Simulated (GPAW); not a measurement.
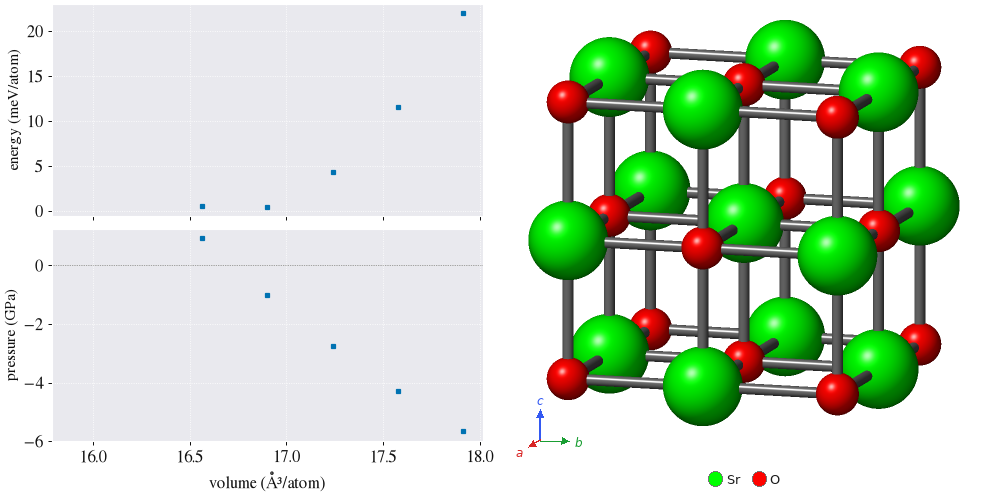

The plot gives the computed energy and pressure against volume for SrO, space group Fm-3m (No. 225). The conventional cell is drawn beside the plot.

The given structure:
```
CELL_PARAMETERS angstrom
0.00000 2.56630 2.56630
2.56630 0.00000 2.56630
2.56630 2.56630 0.00000
ATOMIC_POSITIONS crystal
Sr 0.50000 0.50000 0.50000
O 0.00000 0.00000 0.00000
```

Calculation (GPAW 26.7.0): PAW DFT in plane waves, on a grid or in atomic orbitals, no spin polarisation; energies at scaled volumes of the given cell, shape and fractions fixed, counted from the fit's minimum, third-order Birch-Murnaghan fit. Level: PBEsol with D4.

- k mesh: 7×7×7
- occupations: Fermi–Dirac
- smearing width: 0.05 eV
- potentials: PAW data sets made by gpaw setup for the functional
- wave cutoff: 800 eV
- program settings: basis pw

The points at volume 15.89 Å³/atom and 16.23 Å³/atom are left out of the plot. What values does the calculation give there?

| volume (Å³/atom) | energy (meV/atom) | pressure (GPa) |
| --- | --- | --- |
| 15.89 | 14.12 | 5.52 |
| 16.23 | 4.90 | 3.10 |
